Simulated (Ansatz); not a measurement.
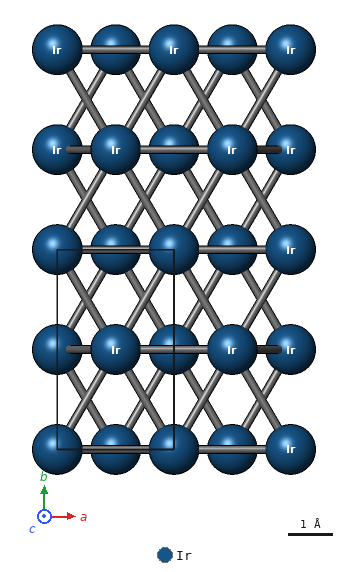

This is the input geometry for a relaxation of crystalline Ir (built on the black phosphorus_64 type). The picture is a ball-and-stick view of the conventional cell (4 times the calculation's cell), repeated 2 × 2 × 1 with one cell outlined, seen along the c axis. Lengths and directions refer to the drawn axes.

Case: black phosphorus type (Cmce, No. 64).

Level of theory: DFT PBE, scalar-relativistic, plane waves, PAW in Ansatz 0.2.0.

The input:
```yaml
crystal:
  lattice:
    - [0.0, 2.3101968896, 4.931338091]
    - [1.3479244399, 0.0, 4.931338091]
    - [1.3479244399, 2.3101968896, 0.0]
  atoms:
    - { symbol: Ir, position: [0.8720676487, 0.8720676487, 0.1279323513] }
    - { symbol: Ir, position: [0.1279323513, 0.1279323513, 0.8720676487] }
basis:
  ecutwfc: 420
kpoints:
  mp_grid: { grid: [18, 18, 18] }
hamiltonian:
  xc: pbe
scf:
  occupations: { method: gaussian, width: 0.1 }
output:
  forces: true
  stress: true
  eigenvalues: true
relax:
  adjacent_minimum: "off"
  f_tol: 0.01
  max_steps: 80
  cell: { stress_tol: 0.05 }
```

Question: What does the optimiser find from here?

Answer: The largest moves relative to the cell, 0.005 Å, are those of Ir1 and Ir2. Ir2 goes along −c. The volume changes by −0.1 %, with a 2.696 → 2.684 Å (−0.5 %), b 4.620 → 4.637 Å (+0.4 %), c unchanged at 9.863 Å. Among the contacts that change: Ir1–Ir1 2.696 → 2.684 Å, Ir1–Ir2 2.524 → 2.514 Å, Ir1–Ir2 (another image) 2.759 → 2.765 Å, Ir1–Ir1 (another image) 2.675 → 2.679 Å. The space group stays Fmmm (No. 69). Over 3 accepted moves (5 points after the start) the energy falls by 1.0 meV per atom. Largest force component: 0.12 eV/Å at the start, 0.00059 eV/Å at the end. The pressure goes from −0.42 to 0.00 GPa. The line search rejected the trial step at point 1 of the run. At 1 point the geometry stayed and the basis and grid were re-selected for the new cell (energy shift of less than 0.05 meV per atom at most each time). The run took of the order of 2.3 core-minutes on a shared host.

The structure at the end:

```
Ir
1.0
     0.00000    2.31856    4.93137
     1.34186    0.00000    4.93137
     1.34186    2.31856    0.00000
Ir
2
Cartesian
  1.3419 2.3186 8.6058
  1.3419 2.3186 1.2569
```
